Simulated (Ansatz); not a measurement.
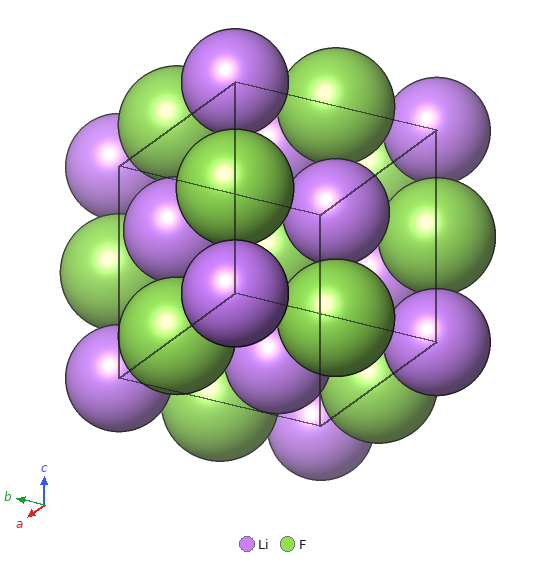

An orthographic space-filling view of the structure, from a general direction. The parallelepiped is the conventional unit cell.

LiF, space group Fm-3m (No. 225), a = 3.99 Å, b = 3.99 Å, c = 3.99 Å, α = 90.00°, β = 90.00°, γ = 90.00°.

Calculation details: DFT, r2SCAN, plane waves, PAW (Ansatz); plane-wave cutoff 500 eV, k-points about 0.27 Å⁻¹ apart, Fermi-Dirac smearing of 0.02 eV, no spin polarisation.

Question: What is the band gap, if any?

Answer: An insulator at this level, with a gap of 10.33 eV, direct.

The initial geometry was a structure type filled with these elements by a generator (whether the compound takes this form wasn't checked). Atoms and cell were optimised with DFT, r2SCAN, plane waves, PAW in Ansatz 0.2.0.
